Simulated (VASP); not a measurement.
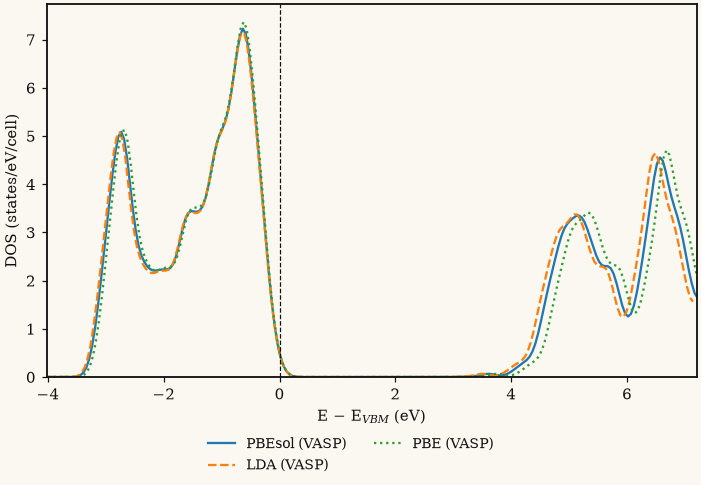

Total densities of states of MgS, space group P6_3mc (No. 186), 4 atoms in the cell, wurtzite type, by three methods on the same cell. The curves are built from the levels of the k mesh with Gaussians 0.3 eV wide, which also blur the band edges. Each is counted from its own valence-band top.

### How do the methods compare?

PBEsol (VASP) gives a gap of 3.30 eV, LDA (VASP) gives a gap of 3.19 eV and PBE (VASP) gives a gap of 3.47 eV.

Settings. PBEsol (VASP): DFT, PBEsol, plane waves, PAW, 12×12×4 k mesh, 520 eV cutoff (VASP 6.6.1). LDA (VASP): DFT, LDA, plane waves, PAW, 12×12×4 k mesh, 520 eV cutoff (VASP). PBE (VASP): DFT, PBE, plane waves, PAW, 12×12×4 k mesh, 520 eV cutoff, Fermi-Dirac smearing of 0.02 eV (VASP).
